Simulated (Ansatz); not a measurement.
# Single-point calculation of FeCo3 (part 2 of 2)

FeCo3 (Pm-3m, 8 atoms in the cell); DFT PBEsol, scalar-relativistic, plane waves, PAW, spin-polarised (Ansatz 0.2.0); cutoff 420 eV, 12×12×6 k-mesh, Gaussian smearing of 0.1 eV, collinear spins. The structure derives from a Materials Project entry. It belongs to a series of runs on one base structure; here: antiferromagnetic, doubled cell, propagation vector (0, 0, 1/2).

Geometry of the input (Å; fractional positions):
```
3.5357  0.0000  0.0000
0.0000  3.5357  0.0000
0.0000  0.0000  7.0714
Fe 0.0000  0.0000  0.0000
Co 0.5000  0.5000  0.0000
Co 0.5000  0.0000  0.2500
Co 0.0000  0.5000  0.2500
Fe 0.0000  0.0000  0.5000
Co 0.5000  0.5000  0.5000
Co 0.5000  0.0000  0.7500
Co 0.0000  0.5000  0.7500
```

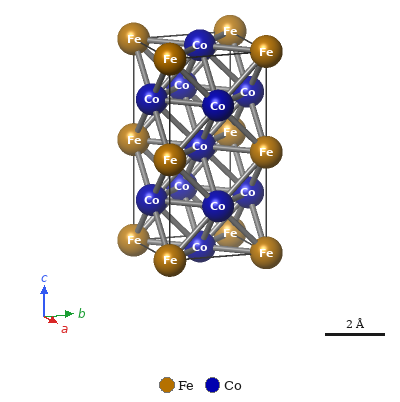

Fig. 1: The structure (ball-and-stick view of the cell of the calculation, seen slightly off an axis). An atom can appear more than once, as a periodic image.

Output, continued:
```
--- Forces (eV/Å), atoms counted from 1 ---
  atom   1  Fe     0.00000000     0.00000000     0.32491288
  atom   2  Co     0.00000000     0.00000000     0.02070938
  atom   3  Co     0.00000000     0.00000000    -0.17280949
  atom   4  Co    -0.00000000     0.00000000    -0.17280949
  atom   5  Fe     0.00000000     0.00000000     0.32491288
  atom   6  Co     0.00000000     0.00000000     0.02070938
  atom   7  Co     0.00000000     0.00000000    -0.17280949
  atom   8  Co    -0.00000000     0.00000000    -0.17280949
  max |Σ_I F_I| component: 6.56e-6 eV/Å
--- Stress (GPa, compression-positive) ---
      -16.646712       0.000000      -0.000000
        0.000000     -16.646712       0.000000
       -0.000000       0.000000     -13.837427
  P = ⅓ Tr σ = -15.7103 GPa (-157.103 kbar)
--- Band table (eV; the first three rows and the last of 224) ---
  k-point 0 ↑: bands = ["-76.9273", "-76.8482", "-76.8155", "-75.7371", "-75.7001", "-75.6355", "-69.9027", "-67.1596", "-40.3642", "-40.3642", "-40.3429", "-40.2917", "-40.2917", "-40.2233", "-40.2169", "-40.1624", "-40.1624", "-39.2237", "-39.2237", "-39.2050", "-39.1482", "-39.0805", "-39.0805", "-39.0541", "-39.0412", "-39.0412", "-36.0726", "-36.0633", "-36.0633", "-33.3903", "-33.3903", "-33.3802", "9.4521", "12.2940", "12.3475", "13.4643", "13.6201", "13.8263", "14.2230", "14.2648", "14.2648", "14.9099", "14.9122", "15.2569", "15.6335", "15.6335", "15.6609", "15.9036", "15.9036", "16.3036", "16.3036", "16.6993", "16.8225", "17.1068", "17.2450", "17.3430", "17.3430", "17.4490", "17.5322", "17.7499", "17.8539", "17.8539", "18.2233", "18.2566", "18.4091", "18.7388", "18.9091", "18.9948", "18.9948", "19.3876", "19.3998", "19.4483", "19.4483", "19.5680", "20.0079", "20.8698", "20.8700", "20.8700", "26.5678", "26.5678", "26.6035", "26.6035", "28.2262", "28.3569", "28.4954", "28.8460", "29.0263", "29.8418", "30.3893", "32.8857", "32.8877", "32.8877", "33.3174", "33.3174", "33.3224", "37.5895"]
  k-point 1 ↑: bands = ["-76.9273", "-76.8482", "-76.8155", "-75.7372", "-75.7002", "-75.6355", "-69.9027", "-67.1596", "-40.3641", "-40.3641", "-40.3429", "-40.2917", "-40.2917", "-40.2233", "-40.2169", "-40.1625", "-40.1625", "-39.2237", "-39.2237", "-39.2050", "-39.1482", "-39.0805", "-39.0805", "-39.0541", "-39.0413", "-39.0413", "-36.0726", "-36.0633", "-36.0633", "-33.3903", "-33.3903", "-33.3802", "9.5439", "11.5679", "12.9738", "13.4946", "13.6753", "13.8588", "14.2392", "14.2840", "14.2840", "14.8335", "14.8435", "15.1620", "15.3935", "15.3935", "15.7625", "16.1892", "16.1892", "16.3482", "16.3482", "16.7775", "16.7994", "17.1977", "17.2445", "17.2646", "17.2646", "17.5117", "17.5996", "17.7482", "17.9491", "17.9491", "18.2061", "18.2565", "18.4091", "18.7267", "18.7267", "18.7345", "18.8894", "19.3516", "19.3516", "19.3805", "19.3876", "19.5653", "20.0079", "20.4748", "21.2840", "21.2840", "25.3785", "25.3785", "27.8344", "27.8344", "28.2232", "28.3837", "28.8236", "28.9569", "29.0145", "30.0526", "30.5544", "32.5944", "32.5944", "32.6256", "33.0564", "33.3077", "33.3077", "36.1796"]
  k-point 2 ↑: bands = ["-76.9273", "-76.8482", "-76.8155", "-75.7372", "-75.7001", "-75.6355", "-69.9027", "-67.1596", "-40.3641", "-40.3641", "-40.3429", "-40.2918", "-40.2918", "-40.2234", "-40.2169", "-40.1625", "-40.1625", "-39.2237", "-39.2237", "-39.2049", "-39.1482", "-39.0805", "-39.0805", "-39.0542", "-39.0413", "-39.0413", "-36.0726", "-36.0633", "-36.0633", "-33.3903", "-33.3903", "-33.3802", "9.8159", "10.8593", "13.3283", "13.5630", "13.8383", "13.9399", "14.2760", "14.3293", "14.3293", "14.6612", "14.7075", "15.0227", "15.1544", "15.1544", "15.9173", "16.3058", "16.3058", "16.7261", "16.7261", "16.7468", "16.9439", "17.1470", "17.1470", "17.2448", "17.5108", "17.6629", "17.7267", "17.7550", "18.0438", "18.0438", "18.1839", "18.2397", "18.2397", "18.2565", "18.4091", "18.7160", "18.8521", "19.2429", "19.2429", "19.2707", "19.3876", "19.5600", "19.6431", "20.0078", "22.1289", "22.1289", "24.2253", "24.2253", "28.2172", "28.3740", "28.7971", "28.8628", "29.1107", "29.1107", "30.3803", "30.5573", "31.0073", "31.6121", "31.6121", "31.9972", "32.4165", "33.6964", "33.6964", "34.1810"]
  k-point 111 ↓: bands = ["-76.9250", "-76.8325", "-76.8325", "-75.7177", "-75.7177", "-75.6369", "-69.9025", "-67.1593", "-40.3964", "-40.3594", "-40.3594", "-40.3163", "-40.2671", "-40.2189", "-40.2189", "-40.1680", "-40.1351", "-39.2594", "-39.2337", "-39.1841", "-39.1841", "-39.0537", "-39.0526", "-39.0491", "-39.0491", "-39.0440", "-36.0710", "-36.0657", "-36.0657", "-33.3938", "-33.3938", "-33.3788", "13.5870", "13.6427", "13.6427", "13.8568", "14.1224", "14.1353", "14.1353", "14.2250", "15.3454", "15.7902", "15.8360", "15.8360", "15.9309", "16.2155", "16.2155", "16.2812", "16.3544", "16.3544", "16.3694", "16.4432", "16.6453", "16.6453", "16.6942", "16.8337", "16.9609", "16.9609", "17.0025", "17.0410", "17.0848", "17.0848", "17.1097", "17.2240", "18.0850", "18.0850", "18.0943", "18.2194", "18.8160", "19.2168", "19.2168", "19.3183", "19.4024", "19.4144", "19.4750", "19.4750", "20.2154", "20.2154", "20.7207", "20.7516", "26.4121", "26.4354", "26.4354", "26.6956", "26.8009", "26.8751", "26.8751", "27.0920", "36.4182", "36.4182", "36.4833", "36.5271", "36.5271", "36.5876", "36.7355", "36.8870"]
--- Löwdin populations: 8 sites ---
  site symbol       q [e]    m [muB]
     0     Fe     15.7378     2.4697
     1     Co     16.7902     1.1073
     2     Co     16.7967     0.9653
     3     Co     16.7967     0.9653
     4     Fe     15.7378    -2.4697
     5     Co     16.7902    -1.1073
     6     Co     16.7967    -0.9653
     7     Co     16.7967    -0.9653
  spilling = 0.013111 (of n_electrons = 134.000000)
```

File populations.tsv:
```
# site	symbol	l	j	q_up	q_dn
# orbitals = lowdin
# n_electrons = 134.000000
# spilling = 0.013111
0	Fe	0_3S	-	0.993361	0.993633
0	Fe	0_4S	-	0.488796	0.460648
0	Fe	1_3P	-	2.998506	2.998410
0	Fe	2_3D	-	4.623080	2.181393
1	Co	0_3S	-	0.993822	0.993775
1	Co	0_4S	-	0.475686	0.468745
1	Co	1_3P	-	2.998738	2.998543
1	Co	2_3D	-	4.480486	3.380417
2	Co	0_3S	-	0.993767	0.993839
2	Co	0_4S	-	0.477610	0.468472
2	Co	1_3P	-	2.998696	2.998633
2	Co	2_3D	-	4.410964	3.454766
3	Co	0_3S	-	0.993767	0.993839
3	Co	0_4S	-	0.477610	0.468472
3	Co	1_3P	-	2.998696	2.998633
3	Co	2_3D	-	4.410964	3.454766
4	Fe	0_3S	-	0.993633	0.993361
4	Fe	0_4S	-	0.460648	0.488796
4	Fe	1_3P	-	2.998410	2.998506
4	Fe	2_3D	-	2.181393	4.623080
5	Co	0_3S	-	0.993775	0.993822
5	Co	0_4S	-	0.468745	0.475686
5	Co	1_3P	-	2.998543	2.998738
5	Co	2_3D	-	3.380417	4.480486
6	Co	0_3S	-	0.993839	0.993767
6	Co	0_4S	-	0.468472	0.477610
6	Co	1_3P	-	2.998633	2.998696
6	Co	2_3D	-	3.454766	4.410964
7	Co	0_3S	-	0.993839	0.993767
7	Co	0_4S	-	0.468472	0.477610
7	Co	1_3P	-	2.998633	2.998696
7	Co	2_3D	-	3.454766	4.410964
```

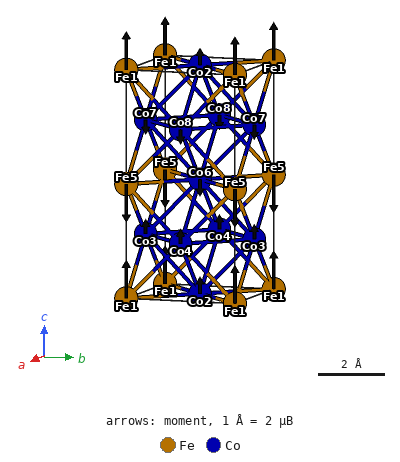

Fig. 2: Magnetic moments of the sites as black arrows (ball-and-stick view of the cell of the calculation, seen slightly off an axis; atoms are numbered from 1 in the order of the input); small moments hardly show. The run is collinear, so the axis drawn is arbitrary. Site moments: Fe1 (2.40 μB); Fe5 (−2.40 μB); Co2 (1.08 μB); Co6 (−1.08 μB); Co3 (0.95 μB); Co7, Co8 (−0.95 μB); Co4 (0.95 μB). They are counted near the atoms and needn't add up to the moment of the cell.

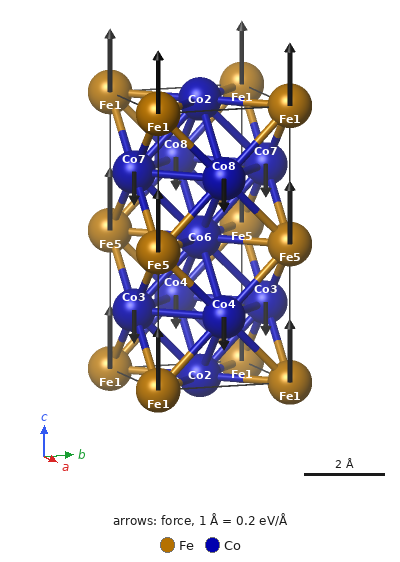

Fig. 3: Forces on the atoms as black arrows (ball-and-stick view of the cell of the calculation, seen slightly off an axis; atoms are numbered from 1 in the order of the input); the smallest are left out. The largest act on Fe1, Fe5 (0.32 eV/Å); Co3, Co4, Co7, Co8 (0.17 eV/Å). The geometry is not a stationary point of this energy.

Key numbers:

```tsv
quantity	value
outcome	converged
space group (tolerance 0.01 Å)	Pm-3m (221)
electrons treated	134
free energy	−39454.6124 eV
Fermi energy	18.375 eV
gap on the k-point mesh	none (metallic)
net moment of the cell	0.00 μB
integrated absolute moment	11.18 μB
pressure	−15.71 GPa
largest force (length of the vector)	0.325 eV/Å
wall time	3.9 min
peak memory	1.2 GiB
```

Remarks:

The cell is under a tension of 15.7 GPa at this level, so it is not at its equilibrium volume.
